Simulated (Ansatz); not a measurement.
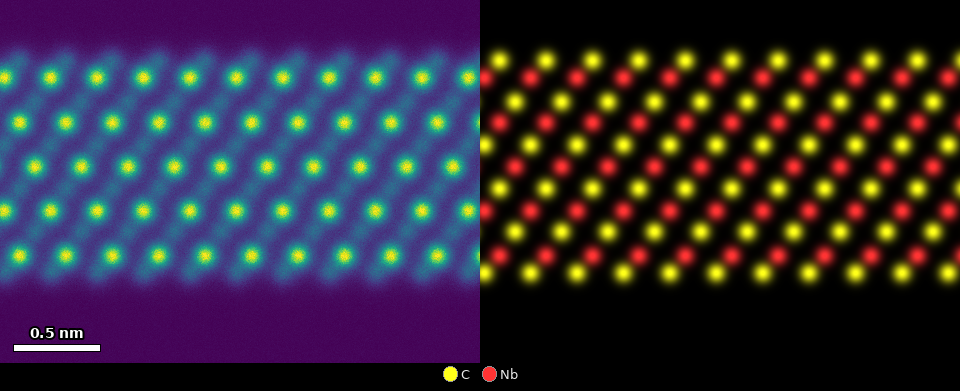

Cross-section of a slab, seen along a direction in its plane, the normal pointing up. Simulated as the projected potential of neutral atoms (B = 0.8 Å²) blurred by a 0.81 Å probe, the thin-sample limit of integrated differential phase contrast. Shot noise was added. Structure used: the geometry relaxed in a fixed cell with DFT PBEsol, scalar-relativistic, plane waves, PAW (Ansatz). The right panel is a simulated map of the elements in the same area (atoms counted along the beam, one colour per element).

Question: How many atomic planes does the slab have, and what do they hold from top to bottom?

Answer: 11 planes (atoms within 0.35 Å in height count as one plane):

| plane | content | depth below the top plane (Å) |
| --- | --- | --- |
| 1 | C | 0.0 |
| 2 | Nb | 1.0 |
| 3 | C | 2.4 |
| 4 | Nb | 3.6 |
| 5 | C | 4.9 |
| 6 | Nb | 6.2 |
| 7 | C | 7.5 |
| 8 | Nb | 8.8 |
| 9 | C | 10.0 |
| 10 | Nb | 11.5 |
| 11 | C | 12.5 |

Question: How thick is it, and how does it end on either side?

Answer: The outermost planes are 12.5 Å apart. The upper face ends in C and the lower in C, so the sequence of planes is the same from both sides.

The model is a (111) slab of NbC (Fm-3m) with overall composition Nb5C6.
